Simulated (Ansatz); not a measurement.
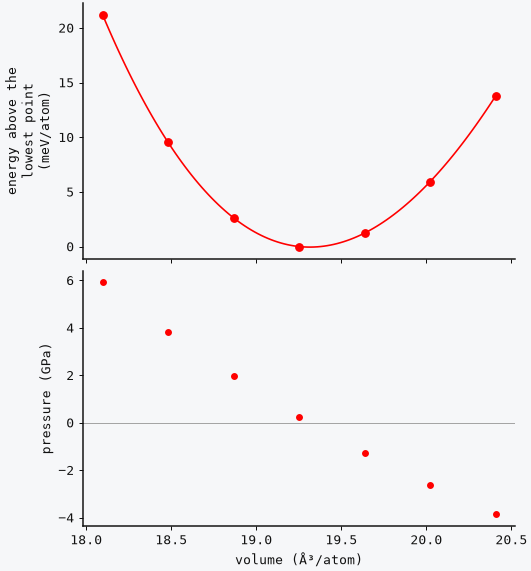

The picture above shows the energy above the lowest point and pressure against volume for As, space group Fm-3m (No. 225) (one of a set of cubic test structures, which need not be the stable phase).

Calculation (Ansatz 0.2.0 development build): equation of state of a cubic crystal from periodic Kohn-Sham density functional theory without spin, third-order Birch-Murnaghan fit to the free energies; pressure corrected for the finite basis. Level: PBE.

- structure type: fcc
- atoms in cell: 1
- space group number: 225
- lattice centring: face-centred primitive
- k mesh: 44×44×44
- occupation method: Fermi–Dirac
- occupation width: 0.06123 eV
- wave cutoff: 420 eV
- datasets: soft-1 PAW
- density tolerance: 1e−07 eV
- bands: 12
- density cutoff ratio: 4
- search for lower states: default

> Give the fitted equation-of-state parameters.

A third-order Birch–Murnaghan fit gives V0 = 19.31 Å³/atom, B0 = 79 GPa and B′ = 4.3.

> Read off the course of the pressure.

It falls from 5.921 GPa at volume 18.10 Å³/atom to −3.864 GPa at 20.41 Å³/atom, and changes sign near 19.32 Å³/atom.

Keep in mind: cubic model structure, not the ambient form.
